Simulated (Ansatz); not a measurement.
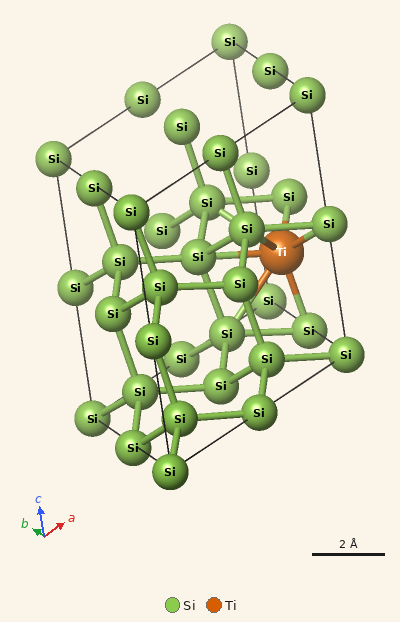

Figure 1. The structure as given in the input (ball-and-stick view of the cell of the calculation, seen slightly off an axis). An atom can appear more than once, as a periodic image.

Nudged elastic band, with input and output: TiSi16 (part 1 of 3)

TiSi16 (defect cell, 17 atoms in the cell), computed with DFT PBE-D3(BJ), scalar-relativistic, plane waves, PAW, PAW set soft_1, no spin polarisation (Ansatz 0.2.0).

It belongs to a series of runs on one base structure; here: band between the two ends.

**Input file**
```yaml
crystal:
  lattice:
    - [0.0, 5.43, 5.43]
    - [5.43, 0.0, 5.43]
    - [5.43, 5.43, 0.0]
  atoms:
    - { symbol: Si, position: [-0.00703643, -0.00227411, -0.00250713] }
    - { symbol: Si, position: [0.12569157, 0.11810246, 0.11788041] }
    - { symbol: Si, position: [0.00139499, -0.01667288, 0.50045575] }
    - { symbol: Si, position: [0.1252941, 0.11738352, 0.62432433] }
    - { symbol: Si, position: [0.00137186, 0.50068887, -0.01687291] }
    - { symbol: Si, position: [0.12528234, 0.62455937, 0.11717116] }
    - { symbol: Si, position: [0.00067962, 0.49983799, 0.49962417] }
    - { symbol: Si, position: [0.12153654, 0.62058898, 0.62039409] }
    - { symbol: Si, position: [0.49882244, -0.00189406, -0.00214027] }
    - { symbol: Si, position: [0.62234407, 0.12166421, 0.12141017] }
    - { symbol: Si, position: [0.49846847, -0.00232966, 0.4920227] }
    - { symbol: Si, position: [0.61888282, 0.11799286, 0.62475874] }
    - { symbol: Si, position: [0.49845879, 0.49227634, -0.00257248] }
    - { symbol: Si, position: [0.61886919, 0.6250097, 0.11775714] }
    - { symbol: Si, position: [0.48423803, 0.500562, 0.50030572] }
    - { symbol: Si, position: [0.61822939, 0.62450253, 0.62425551] }
    - { symbol: Ti, position: [0.87168531, 0.37084179, 0.37062839] }
basis:
  ecutwfc: 420.0
kpoints:
  mp_grid: { grid: [2, 2, 2] }
hamiltonian:
  xc: pbe
  dispersion: d3bj
  pseudopotentials: { kind: paw, azcp: { folder: soft_1 } }
scf:
  occupations: { method: gaussian, width: 0.05 }
  lower_state_search: "off"
neb:
  images: 7
  f_tol: 0.05
  initial_path: idpp
  max_iterations: 53
  optimiser: fire
  final_atoms:
    - { symbol: Si, position: [0.01190253, -0.00231588, -0.00182604] }
    - { symbol: Si, position: [0.13434112, 0.12149405, 0.12233949] }
    - { symbol: Si, position: [0.01186772, -0.00240734, 0.49275787] }
    - { symbol: Si, position: [0.13311109, 0.11745675, 0.62494591] }
    - { symbol: Si, position: [0.01191317, 0.49190847, -0.00176035] }
    - { symbol: Si, position: [0.13302318, 0.62441028, 0.1178619] }
    - { symbol: Si, position: [-0.00064835, 0.49997482, 0.50050911] }
    - { symbol: Si, position: [0.13308061, 0.62428045, 0.62503468] }
    - { symbol: Si, position: [0.50516166, -0.00201806, -0.00138182] }
    - { symbol: Si, position: [0.63829751, 0.11809559, 0.11862145] }
    - { symbol: Si, position: [0.51482231, -0.01667689, 0.50121287] }
    - { symbol: Si, position: [0.63826335, 0.1180593, 0.62542735] }
    - { symbol: Si, position: [0.514733, 0.50055784, -0.01620299] }
    - { symbol: Si, position: [0.63830553, 0.62469276, 0.11866835] }
    - { symbol: Si, position: [0.51478371, 0.50040381, 0.50132904] }
    - { symbol: Si, position: [0.63708804, 0.62083894, 0.62113184] }
    - { symbol: Ti, position: [0.38618834, 0.37093341, 0.3716863] }
  order_check: true
```

Run on 1 thread of Intel Xeon (Granite Rapids), 144 GiB of memory available, shared host.

Launch command:
```bash
ansatz run input.yaml --threads 1 --pin off --max-ram 3072MiB --backend cpu --events-out ev --progress --plain --runs-dir out
```

**Output**
```
Warning: neb: disabling space-group detection — the band's intermediate images generally break the endpoint symmetry, so no spatial operation reduces the k-mesh or symmetrises the density, except that a semilocal band can use its path's symmetry ahead of convergence; time reversal is kept, so that k and −k are solved as one point where they differ and the mesh holds both, and exact exchange and, on two spinor components, a DFT+U term hold to it where the run has them: on two components no moment then forms, and a state that bears one, which a typed moment (crystal.atoms[].spin; refused beside efield: under a hybrid functional) reaches, can lie lower, under hf by electronvolts; crystal.symmetry.detect: false (a key that needs symmetry detection or time reversal refuses this as the deck is read) with time_reversal: false beside it drops time reversal too
Engine: ansatz 0.2.0, x86_64-unknown-linux-gnu
Pseudopotentials: kind: paw
Pseudopotential: Si, paw, valence charge 4, recommended cutoff 420 eV (normal), [file]
Pseudopotential: Ti, paw, valence charge 12, recommended cutoff 420 eV (normal), [file]
Functional definition: PBE
  parameter kappa = 0.804
  parameter beta = 0.06672455060314922
  exchange = pbe_x(kappa = kappa, mu = beta*pi^2/3)
  correlation = pbe_c(beta = beta)
NEB image 0
Crystal: 17 atoms, lattice volume = 320.206 Å³
Basis set: ecut = 420 eV, 6231 PW (Γ), exchange–correlation on 108×108×108 points (8 copies of the dense FFT grid, shifted against one another)
Bands: 55, of which v1, the nominal top of the filled ones, is band 38 counted from 1 (37 counted from 0)
Symmetry: 1 space group operations
k-points: 8
Non-local potential: Si, projectors of the file, l = 0: 2, l = 1: 2, l = 2: 1
Non-local potential: Ti, projectors of the file, l = 0: 3, l = 1: 2, l = 2: 3, l = 3: 1
PAW form: soft (Blöchl's): semilocal exchange-correlation on the pseudo side does not see the compensation charge
PAW one-centre angular grid: Si, 110 points (default); XC on 64 Gauss nodes
PAW one-centre angular grid: Ti, 590 points (default); XC on 64 Gauss nodes
Initial density: superposition of atomic densities (chi_scale 0.1, normalization cell, long waves kept (reshape's long-wave potential 0.02 eV rms))
Initial wavefunctions: pseudopotential atomic-orbital guess
Functional: x = pbe(κ = 0.804, μ = 0.2195149727645171), c = pbe(β = 0.06672455060314922)
SCF iter   1: F=—  HF=-12682.234057 eV  |F-HF|=—  |Δ(HF+E_count)|=         —  Δρ=9.19e-2  dr2=7.15e1  ethr=3.10e-3  ⟨swp⟩=8.4  Hψ=2334  notcnv=0  defer=30
preconditioner: auto → Kerker (q_TF=auto, 2.147 Å⁻¹)  [metal: Δε(μ)=0.013 eV  Ē_g=7.555 eV  σ=0.050 eV  W_gap=0.15  n_scr=58 (ndim 8)  ℏωp=17.1 eV  f_vac=0.000  D(μ)=36.09/eV (n_scr^D=530)]
SCF iter   2: F=—  HF=-12678.065010 eV  |F-HF|=—  |Δ(HF+E_count)|=    4.17e0  Δρ=4.45e-2  dr2=1.84e1  ethr=3.10e-3  ⟨swp⟩=3.8  Hψ=828  notcnv=0  defer=67
SCF iter   3: F=—  HF=-12676.087169 eV  |F-HF|=—  |Δ(HF+E_count)|=    1.98e0  Δρ=8.00e-3  dr2=4.89e-1  ethr=3.10e-3  ⟨swp⟩=3.5  Hψ=741  notcnv=0  defer=67
SCF iter   4: F=—  HF=-12676.056305 eV  |F-HF|=—  |Δ(HF+E_count)|=   3.09e-2  Δρ=2.63e-3  dr2=4.34e-2  ethr=6.43e-4  ⟨swp⟩=2.6  Hψ=582  notcnv=0  defer=69
SCF iter   5: F=—  HF=-12676.064287 eV  |F-HF|=—  |Δ(HF+E_count)|=   7.98e-3  Δρ=6.06e-4  dr2=1.99e-3  ethr=5.71e-5  ⟨swp⟩=2.0  Hψ=574  notcnv=0  defer=69
SCF iter   6: F=—  HF=-12676.064986 eV  |F-HF|=—  |Δ(HF+E_count)|=   6.99e-4  Δρ=2.46e-4  dr2=2.43e-4  ethr=2.62e-6  ⟨swp⟩=2.4  Hψ=631  notcnv=0  defer=69
SCF iter   7: F=—  HF=-12676.064999 eV  |F-HF|=—  |Δ(HF+E_count)|=   1.25e-5  Δρ=9.58e-5  dr2=3.93e-5  ethr=3.20e-7  ⟨swp⟩=2.0  Hψ=681  notcnv=0  defer=69
SCF iter   8: F=—  HF=-12676.065005 eV  |F-HF|=—  |Δ(HF+E_count)|=   6.49e-6  Δρ=2.49e-5  dr2=3.92e-6  ethr=5.17e-8  ⟨swp⟩=2.1  Hψ=685  notcnv=0  defer=69
SCF iter   9: F=—  HF=-12676.065007 eV  |F-HF|=—  |Δ(HF+E_count)|=   1.67e-6  Δρ=5.28e-6  dr2=1.55e-7  ethr=5.16e-9  ⟨swp⟩=2.0  Hψ=626  notcnv=0  defer=69
SCF iter  10: F=-12676.065007 eV  HF=-12676.065007 eV  |F-HF|=1.67e-9  |Δ(HF+E_count)|=   8.35e-8  Δρ=1.83e-6  dr2=1.73e-8  ethr=1.32e-10  ⟨swp⟩=4.8  Hψ=1378  notcnv=0
SCF 1 converged in 10 iterations: F = -12676.065007 eV  dr2 = 1.73e-8
  greatest PAW one-centre occupation: 0.999 electrons in one spin orbital (limit 2), on the Ti atom at site 16 (counted from 0), in its partial waves of l = 0
NSCF: frozen V_eff on 8 k-points
NEB image 8
SCF iter   1: F=—  HF=-12682.226902 eV  |F-HF|=—  |Δ(HF+E_count)|=         —  Δρ=9.18e-2  dr2=7.14e1  ethr=3.10e-3  ⟨swp⟩=8.2  Hψ=2336  notcnv=0  defer=33
preconditioner: auto → Kerker (q_TF=auto, 2.147 Å⁻¹)  [metal: Δε(μ)=0.001 eV  Ē_g=7.557 eV  σ=0.050 eV  W_gap=0.02  n_scr=58 (ndim 8)  ℏωp=17.1 eV  f_vac=0.000  D(μ)=36.16/eV (n_scr^D=530)]
SCF iter   2: F=—  HF=-12678.063639 eV  |F-HF|=—  |Δ(HF+E_count)|=    4.16e0  Δρ=4.45e-2  dr2=1.84e1  ethr=3.10e-3  ⟨swp⟩=3.5  Hψ=760  notcnv=0  defer=67
SCF iter   3: F=—  HF=-12676.086670 eV  |F-HF|=—  |Δ(HF+E_count)|=    1.98e0  Δρ=7.99e-3  dr2=4.85e-1  ethr=3.10e-3  ⟨swp⟩=3.5  Hψ=739  notcnv=0  defer=67
SCF iter   4: F=—  HF=-12676.056186 eV  |F-HF|=—  |Δ(HF+E_count)|=   3.05e-2  Δρ=2.66e-3  dr2=4.46e-2  ethr=6.38e-4  ⟨swp⟩=2.6  Hψ=582  notcnv=0  defer=69
SCF iter   5: F=—  HF=-12676.064113 eV  |F-HF|=—  |Δ(HF+E_count)|=   7.93e-3  Δρ=5.65e-4  dr2=1.91e-3  ethr=5.87e-5  ⟨swp⟩=2.0  Hψ=574  notcnv=0  defer=69
SCF iter   6: F=—  HF=-12676.064818 eV  |F-HF|=—  |Δ(HF+E_count)|=   7.05e-4  Δρ=2.02e-4  dr2=2.00e-4  ethr=2.51e-6  ⟨swp⟩=2.1  Hψ=581  notcnv=0  defer=69
SCF iter   7: F=—  HF=-12676.064849 eV  |F-HF|=—  |Δ(HF+E_count)|=   3.08e-5  Δρ=9.04e-5  dr2=3.02e-5  ethr=2.63e-7  ⟨swp⟩=2.0  Hψ=680  notcnv=0  defer=69
SCF iter   8: F=—  HF=-12676.064841 eV  |F-HF|=—  |Δ(HF+E_count)|=   8.52e-6  Δρ=2.55e-5  dr2=3.79e-6  ethr=3.98e-8  ⟨swp⟩=2.0  Hψ=708  notcnv=0  defer=69
SCF iter   9: F=—  HF=-12676.064842 eV  |F-HF|=—  |Δ(HF+E_count)|=   1.64e-6  Δρ=5.14e-6  dr2=1.65e-7  ethr=4.98e-9  ⟨swp⟩=2.0  Hψ=639  notcnv=0  defer=69
SCF iter  10: F=-12676.064842 eV  HF=-12676.064842 eV  |F-HF|=3.18e-10  |Δ(HF+E_count)|=   8.45e-8  Δρ=1.53e-6  dr2=1.41e-8  ethr=1.32e-10  ⟨swp⟩=4.6  Hψ=1376  notcnv=0
SCF 2 converged in 10 iterations: F = -12676.064842 eV  dr2 = 1.41e-8
NSCF: frozen V_eff on 8 k-points
NEB end point (image 0): max|allowed force component| = 1.288e-2 eV/Å (the criterion of neb.relax_end_points is 1.000e-2)
NEB end point (image 8): max|allowed force component| = 2.750e-2 eV/Å (the criterion of neb.relax_end_points is 1.000e-2)
NEB image 1
SCF iter   1: F=—  HF=-12681.295378 eV  |F-HF|=—  |Δ(HF+E_count)|=         —  Δρ=9.82e-2  dr2=7.88e1  ethr=3.10e-3  ⟨swp⟩=8.5  Hψ=2358  notcnv=0  defer=25
preconditioner: auto → Resta (q_TF=auto, 2.147 Å⁻¹)  ε∞=6.2  [insulator: Δε(μ)=0.130 eV  Ē_g=7.508 eV  σ=0.050 eV  W_gap=0.93  n_scr=58 (ndim 8)  ℏωp=17.1 eV  f_vac=0.000  D(μ)=2.13/eV (n_scr^D=8)  ε∞_Penn≈6.2]
SCF iter   2: F=—  HF=-12676.264305 eV  |F-HF|=—  |Δ(HF+E_count)|=    5.03e0  Δρ=4.04e-2  dr2=1.22e1  ethr=3.10e-3  ⟨swp⟩=4.2  Hψ=941  notcnv=0  defer=80
preconditioner: auto → Kerker (q_TF=auto, 2.147 Å⁻¹)  [metal: Δε(μ)=0.047 eV  Ē_g=7.512 eV  σ=0.050 eV  W_gap=0.49  n_scr=58 (ndim 8)  ℏωp=17.1 eV  f_vac=0.000  D(μ)=16.20/eV (n_scr^D=168)]
[...]
NEB image 2
preconditioner: auto → Kerker (q_TF=auto, 2.147 Å⁻¹)  [metal: Δε(μ)=0.018 eV  Ē_g=7.481 eV  σ=0.050 eV  W_gap=0.20  n_scr=58 (ndim 8)  ℏωp=17.1 eV  f_vac=0.000  D(μ)=8.26/eV (n_scr^D=58)]
  greatest PAW one-centre occupation: 0.998 electrons in one spin orbital (limit 2), on the Ti atom at site 16 (counted from 0), in its partial waves of l = 0
NEB image 3
preconditioner: auto → Kerker (q_TF=auto, 2.147 Å⁻¹)  [metal: Δε(μ)=0.069 eV  Ē_g=7.491 eV  σ=0.050 eV  W_gap=0.49  n_scr=58 (ndim 8)  ℏωp=17.1 eV  f_vac=0.000  D(μ)=9.46/eV (n_scr^D=58)]
preconditioner: auto → Resta (q_TF=auto, 2.147 Å⁻¹)  ε∞=6.3  [insulator: Δε(μ)=0.059 eV  Ē_g=7.451 eV  σ=0.050 eV  W_gap=0.59  n_scr=58 (ndim 8)  ℏωp=17.1 eV  f_vac=0.000  D(μ)=7.66/eV (n_scr^D=58)  ε∞_Penn≈6.3]
NEB image 4
preconditioner: auto → Kerker (q_TF=auto, 2.147 Å⁻¹)  [metal: Δε(μ)=0.026 eV  Ē_g=7.493 eV  σ=0.050 eV  W_gap=0.27  n_scr=58 (ndim 8)  ℏωp=17.1 eV  f_vac=0.000  D(μ)=17.44/eV (n_scr^D=168)]
NEB image 5
preconditioner: auto → Kerker (q_TF=auto, 2.147 Å⁻¹)  [metal: Δε(μ)=0.071 eV  Ē_g=7.491 eV  σ=0.050 eV  W_gap=0.48  n_scr=58 (ndim 8)  ℏωp=17.1 eV  f_vac=0.000  D(μ)=9.40/eV (n_scr^D=58)]
preconditioner: auto → Resta (q_TF=auto, 2.147 Å⁻¹)  ε∞=6.3  [insulator: Δε(μ)=0.058 eV  Ē_g=7.452 eV  σ=0.050 eV  W_gap=0.57  n_scr=58 (ndim 8)  ℏωp=17.1 eV  f_vac=0.000  D(μ)=7.79/eV (n_scr^D=58)  ε∞_Penn≈6.3]
NEB image 6
preconditioner: auto → Kerker (q_TF=auto, 2.147 Å⁻¹)  [metal: Δε(μ)=0.017 eV  Ē_g=7.480 eV  σ=0.050 eV  W_gap=0.19  n_scr=58 (ndim 8)  ℏωp=17.1 eV  f_vac=0.000  D(μ)=8.28/eV (n_scr^D=58)]
NEB image 7
preconditioner: auto → Resta (q_TF=auto, 2.147 Å⁻¹)  ε∞=6.2  [insulator: Δε(μ)=0.130 eV  Ē_g=7.508 eV  σ=0.050 eV  W_gap=0.93  n_scr=58 (ndim 8)  ℏωp=17.1 eV  f_vac=0.000  D(μ)=2.12/eV (n_scr^D=8)  ε∞_Penn≈6.2]
preconditioner: auto → Kerker (q_TF=auto, 2.147 Å⁻¹)  [metal: Δε(μ)=0.049 eV  Ē_g=7.513 eV  σ=0.050 eV  W_gap=0.50  n_scr=58 (ndim 8)  ℏωp=17.1 eV  f_vac=0.000  D(μ)=15.88/eV (n_scr^D=136)]
NEB iter   1: max|band force component| = 1.500e1 eV/Å  barrier→ = 5.5682 eV  barrier← = 5.5680 eV  Δτ_max = 0.2000 Å  (93 SCF iters)
NEB image 1
Initial density: handed on by an earlier stage of this run
Initial wavefunctions: those handed on with the density
preconditioner: auto → Kerker (q_TF=auto, 2.147 Å⁻¹)  [metal: Δε(μ)=0.040 eV  Ē_g=7.505 eV  σ=0.050 eV  W_gap=0.39  n_scr=58 (ndim 8)  ℏωp=17.1 eV  f_vac=0.000  D(μ)=18.97/eV (n_scr^D=180)]
NEB image 2
preconditioner: auto → Kerker (q_TF=auto, 2.147 Å⁻¹)  [metal: Δε(μ)=0.011 eV  Ē_g=7.468 eV  σ=0.050 eV  W_gap=0.13  n_scr=58 (ndim 8)  ℏωp=17.1 eV  f_vac=0.000  D(μ)=12.95/eV (n_scr^D=112)]
NEB image 3
preconditioner: auto → Resta (q_TF=auto, 2.147 Å⁻¹)  ε∞=6.2  [insulator: Δε(μ)=0.067 eV  Ē_g=7.479 eV  σ=0.050 eV  W_gap=0.65  n_scr=58 (ndim 8)  ℏωp=17.1 eV  f_vac=0.000  D(μ)=6.62/eV (n_scr^D=50)  ε∞_Penn≈6.2]
preconditioner: auto → Kerker (q_TF=auto, 2.147 Å⁻¹)  [metal: Δε(μ)=0.032 eV  Ē_g=7.448 eV  σ=0.050 eV  W_gap=0.33  n_scr=58 (ndim 8)  ℏωp=17.1 eV  f_vac=0.000  D(μ)=8.96/eV (n_scr^D=58)]
NEB image 4
preconditioner: auto → Kerker (q_TF=auto, 2.147 Å⁻¹)  [metal: Δε(μ)=0.030 eV  Ē_g=7.523 eV  σ=0.050 eV  W_gap=0.33  n_scr=58 (ndim 8)  ℏωp=17.1 eV  f_vac=0.000  D(μ)=19.73/eV (n_scr^D=180)]
```
